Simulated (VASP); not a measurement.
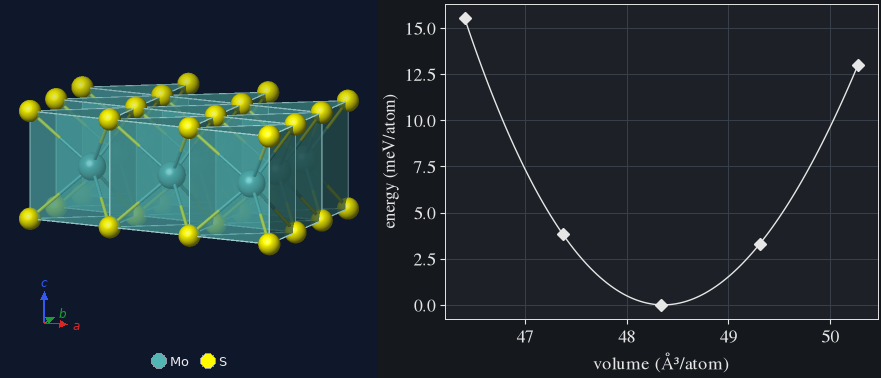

The plot gives the computed energy against volume for MoS₂, space group P-6m2 (No. 187). The slab (repeated in the plane, vacuum cut away) is drawn beside the plot.

The given structure:
```
Mo S
1.0
     3.14899    0.00000    0.00000
    -1.57450    2.72711    0.00000
     0.00000    0.00000   16.88781
Mo S
1 2
Direct
  0.00000 0.00000 0.00000
  0.33333 0.66667 0.90844
  0.33333 0.66667 0.09156
```

Calculation (VASP 6.6.1): plane-wave DFT, no spin polarisation; energies at scaled volumes of the given cell, shape and fractions fixed, counted from the fit's minimum, third-order Birch-Murnaghan fit. Level: HSE06.

k mesh 6×6×1; occupations Gaussian; smearing width 0.02 eV; potentials VASP PAW PBE potentials, recommended; wave cutoff 520 eV.

This calculation gives: equilibrium volume 48.36 Å³/atom and bulk modulus 58.7 GPa.

Now Mo is replaced by W on all its sites, which gives WS₂ in the same structure. Predict the effect.

The equilibrium volume rises from 48.36 to 48.66 Å³/atom (+0.6 %) and the bulk modulus rises from 58.7 to 63.5 GPa (+8.2 %).

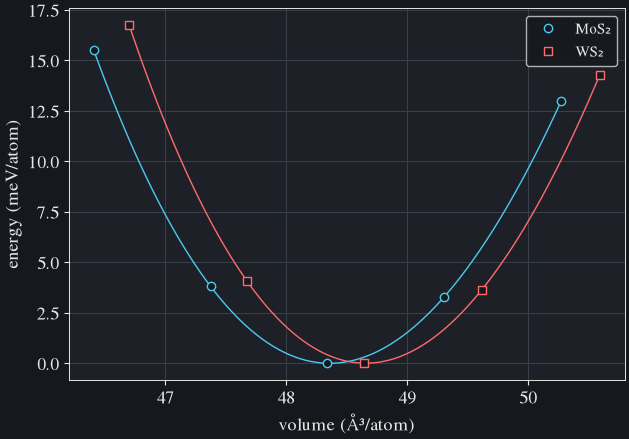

The two results together.

For both, limits of the calculation: shape and atomic fractions are frozen while scaling, which makes layered, chain and framework solids too stiff.

V0 and the bulk modulus come from third-order Birch–Murnaghan fits.
